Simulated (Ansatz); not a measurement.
Consider Pd.

```
Pd
1.0
     2.73867    0.00000    0.00000
    -1.36934    2.37176    0.00000
     0.00000    0.00000    4.61715
Pd
2
Cartesian
  1.3693 0.7906 3.4629
  0.0000 1.5812 1.1543
```

Space group P6₃/mmc.

The calculation used DFT r2SCAN, scalar-relativistic, plane waves, PAW in Ansatz 0.2.0.

What will maps of the valence pseudo-density and electron localisation function show?

Pd–Pd (2.74 Å): ρ is about 0.29 e/Å³ halfway; the ELF is about 0.20 at the midpoint (no localised pair shows between them).

Metal or insulator at this level of theory?

It is metallic or semimetallic at this level of theory: no gap opens.

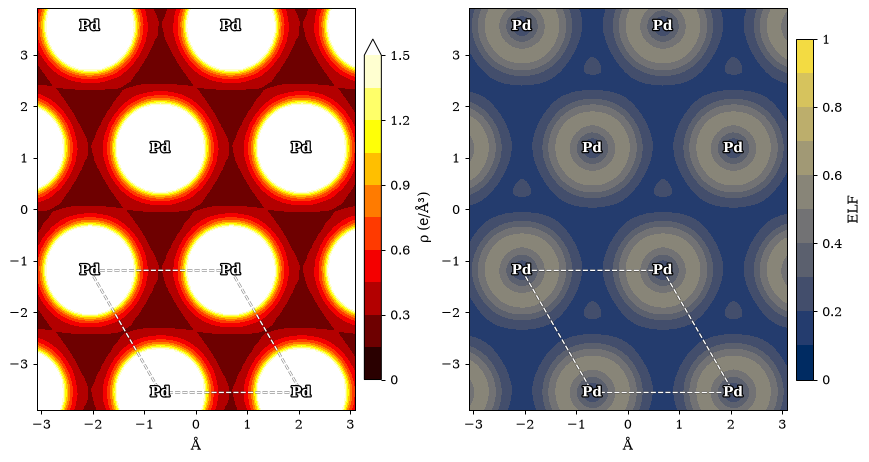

Computed valence pseudo-density and electron localisation function on the (001) plane of the conventional cell, in this order. 

The density is the valence pseudo-density of a PAW calculation; it isn't the true density close to the nuclei.
